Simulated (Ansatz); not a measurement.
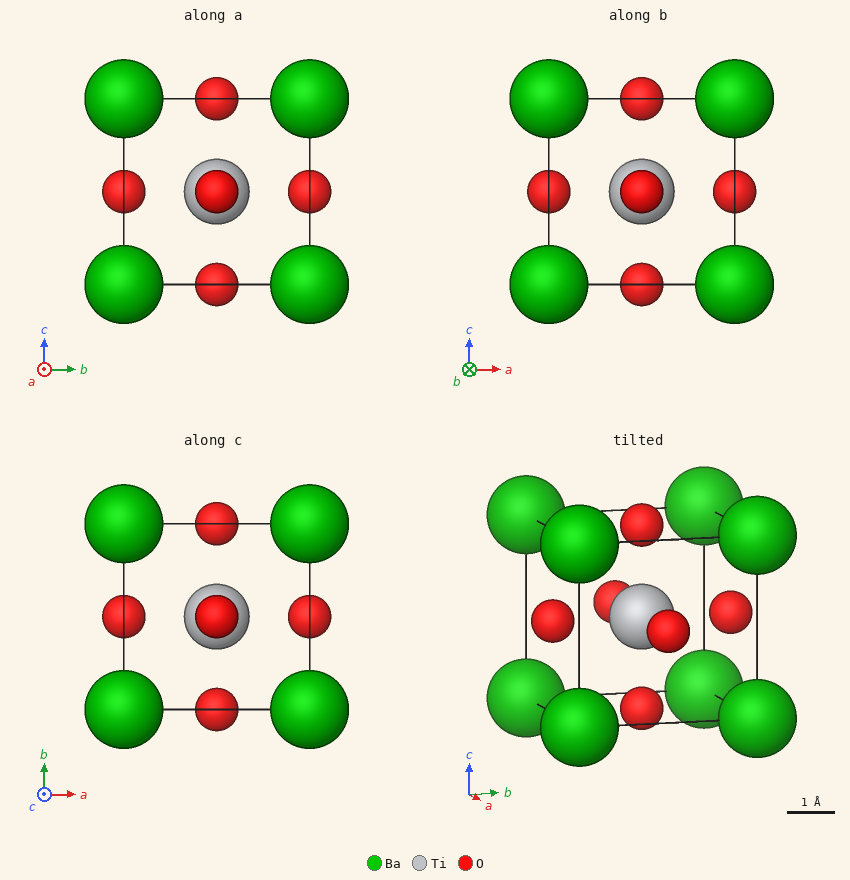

A spheres-only picture of a crystal structure, seen along the a axis, along the b axis, along the c axis and slightly off an axis. The frame is the conventional unit cell; atoms at its boundary are shown with their periodic copies.

Lattice parameters: a = 3.9698 Å, b = 3.9698 Å, c = 3.9698 Å, α = 90.000°, β = 90.000°, γ = 90.000°.

### Reconstruct the structure as a CIF with its space group and independent sites.

```cif
data_structure
_symmetry_space_group_name_H-M 'P m -3 m'
_symmetry_Int_Tables_number 221
_cell_length_a 3.9698
_cell_length_b 3.9698
_cell_length_c 3.9698
_cell_angle_alpha 90.000
_cell_angle_beta 90.000
_cell_angle_gamma 90.000
_cell_volume 62.56
loop_
_atom_site_label
_atom_site_type_symbol
_atom_site_symmetry_multiplicity
_atom_site_Wyckoff_symbol
_atom_site_fract_x
_atom_site_fract_y
_atom_site_fract_z
_atom_site_occupancy
Ba1 Ba 1 a 0.0000 0.0000 0.0000 1
Ti1 Ti 1 b 0.5000 0.5000 0.5000 1
O1 O 3 c 0.5000 0.5000 0.0000 1
```

Origin of the cell: a structure type filled with these elements by a generator (whether the compound takes this form wasn't checked). The final geometry of a relaxation with Ansatz, DFT, PBEsol, plane waves, PAW is shown.
